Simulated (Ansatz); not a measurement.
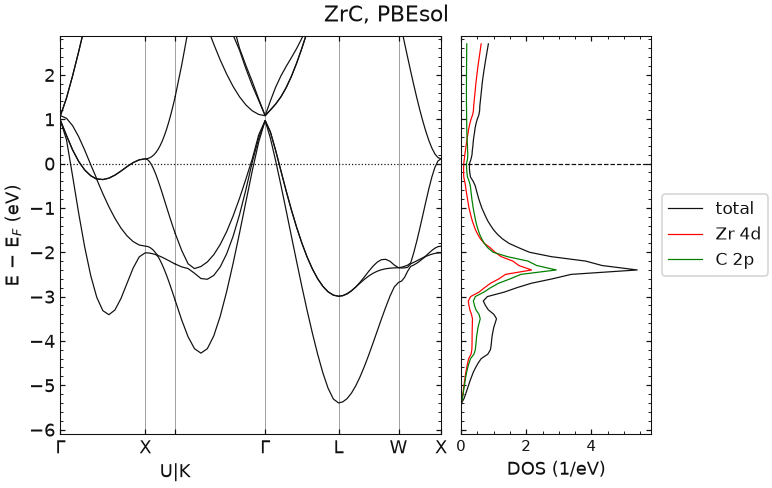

Write a caption that states what the plot shows.

Band structure and density of states of ZrC, space group Fm-3m, 2 atoms in the cell. Level of theory: DFT PBEsol, scalar-relativistic, plane waves, PAW, no spin polarisation, 16×16×16 k mesh, 420 eV cutoff, Gaussian smearing of 0.1 eV; code Ansatz 0.2.0. Energies are counted from the Fermi level. The partial curves are projected on Löwdin-orthogonalised atomic shells.

A metal: 4 bands cross the Fermi level along this path. Bands cross the Fermi level on Γ–X, X–U, K–Γ, Γ–L and W–X, and not on L–W. The density of states at the Fermi level is about 0.28 per eV and cell (mean within 0.25 eV), or 0.14 per atom. By projected weight, the states within 0.3 eV of the Fermi level are C 2p (65 %) and Zr 4d (30 %).
